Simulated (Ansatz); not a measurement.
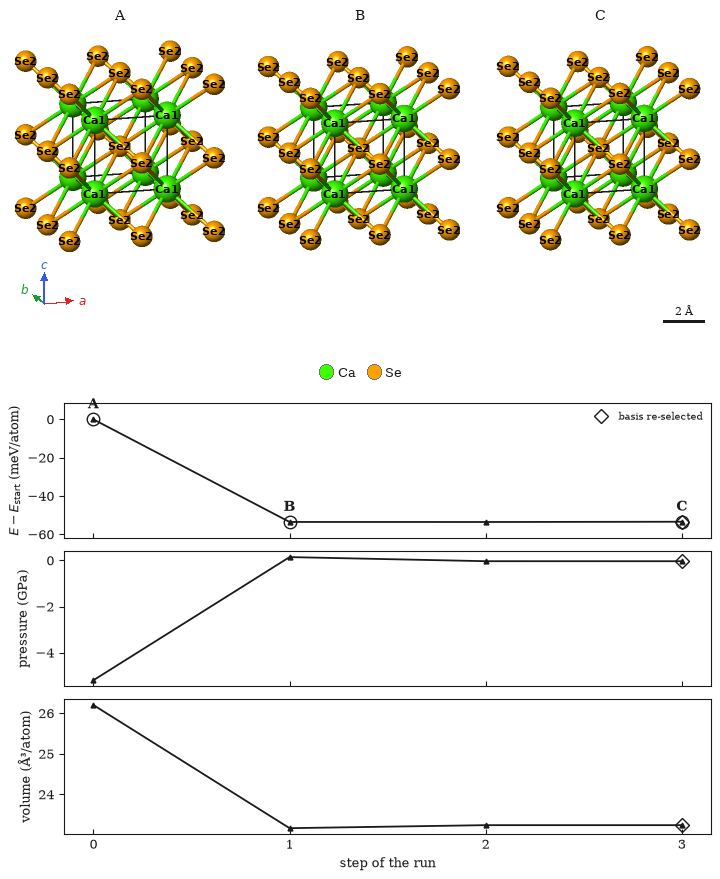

Frames of a relaxation of solid CaSe (built on the CsCl-221 type type), marked on the history of the run. The picture is a ball-and-stick view of the cell of the calculation, seen slightly off an axis.

Computed with DFT, PBEsol, plane waves, PAW (Ansatz 0.2.0). Set-up: plane-wave cutoff 420 eV; k-point mesh 6 × 6 × 6; occupations fermi dirac; smearing width 0.03 eV; no spin polarisation; cell and atoms relaxed; force threshold 0.01 eV/Å; at most 120 steps.

> What happens along the run?

No atom moves by more than 0.005 Å relative to the cell. Cell: a = b = c 3.742 → 3.596 Å (−3.9 %). Volume −11.3 %. Near-neighbour distances that change, for instance: Ca1–Se2 3.241 → 3.114 Å. The space group stays Pm-3m (No. 221). Over 2 accepted moves (3 points after the start) the energy falls by 53.4 meV per atom. All forces vanish by symmetry, so only the cell relaxes. Pressure: −5.19 GPa at the start and −0.03 GPa at the end. At 1 point the geometry stayed and the basis and grid were re-selected for the new cell (energy shift of 0.1 meV per atom at most each time). The run took 2.1 s on 2 threads of AMD EPYC 7R13 Processor (Zen 3), with other jobs on the host, peak memory 0.46 GiB. From step 0 to 1: volume −11.6 %, energy −53.5 meV per atom. From step 1 to 3: volume +0.3 %, energy +0.1 meV per atom.

```
step  E − E(0), meV/atom  pressure, GPa  volume, Å³/atom                      note
   0                0.00          -5.19           26.204                          
   1              -53.49           0.15           23.169                          
   2              -53.51          -0.03           23.244                          
   3              -53.38          -0.03           23.244  same geometry, new basis
```
